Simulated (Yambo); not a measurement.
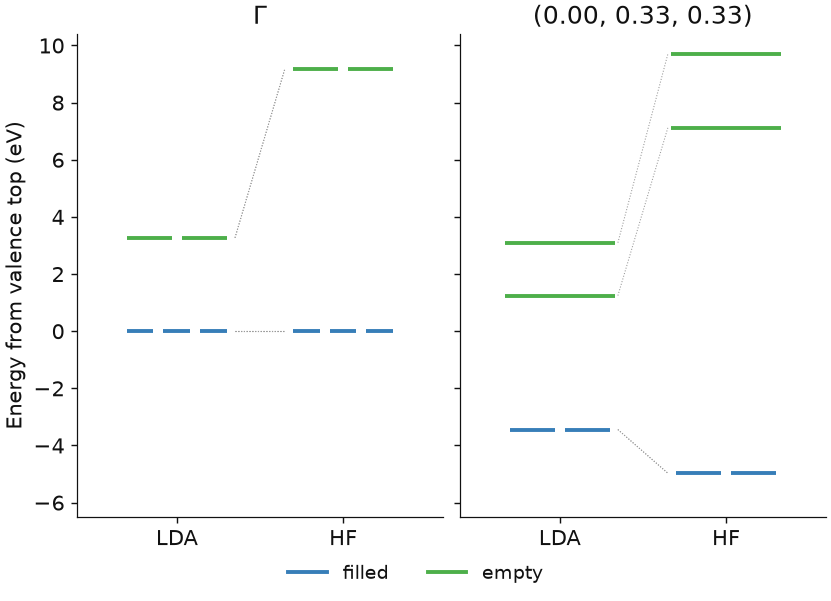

Levels at Γ and (0.00, 0.33, 0.33) in LDA and in HF, each set counted from its own valence top. Only the states that were corrected are drawn, so degenerate partners can be missing.

System: zincblende BAs, space group F-43m, 2 atoms in the primitive cell; cubic a = 4.777 Å. Starting point: LDA, PseudoDojo 0.4.1 SR LDA standard, no spin polarisation, no spin-orbit coupling, 6×6×6 k mesh, 1088 eV cutoff, fixed occupations (Yambo). Many-body step: HF with cutoff of exchange and Vxc 80 Ry.

Question: What does HF do to the gap?

Answer: Over the k points that were corrected, the smallest gap goes from 1.24 eV in LDA (Γ to (0.00, 0.33, 0.33)) to 7.11 eV in HF (Γ to (0.00, 0.33, 0.33)), a change of +5.87 eV (+473 %).

Question: Is the correction a rigid shift of the empty levels?

Answer: Counted from the valence top, the lowest empty level moves by +5.93 eV at Γ and +5.87 eV at (0.00, 0.33, 0.33): a spread of 0.06 eV on a mean of 5.90 eV, so one scissor shift describes this level well. Only two empty levels a point were corrected, so a higher one could drop under them. The top filled level also moves against the valence top, by −1.53 eV at (0.00, 0.33, 0.33).

| k point | LDA direct gap (eV) | HF direct gap (eV) |
| --- | --- | --- |
| Γ | 3.27 | 9.19 |
| (0.00, 0.33, 0.33) | 4.69 | 12.09 |

Hartree-Fock has no screening and overstates gaps by far. The potentials hold a filled d shell without the s and p states of that shell, which can shift GW gaps by tenths of an eV, either way. This k mesh misses the band edges, so its gaps are larger than the crystal's. Spin-orbit coupling is left out, which matters for As. The k mesh is thin for exact exchange.
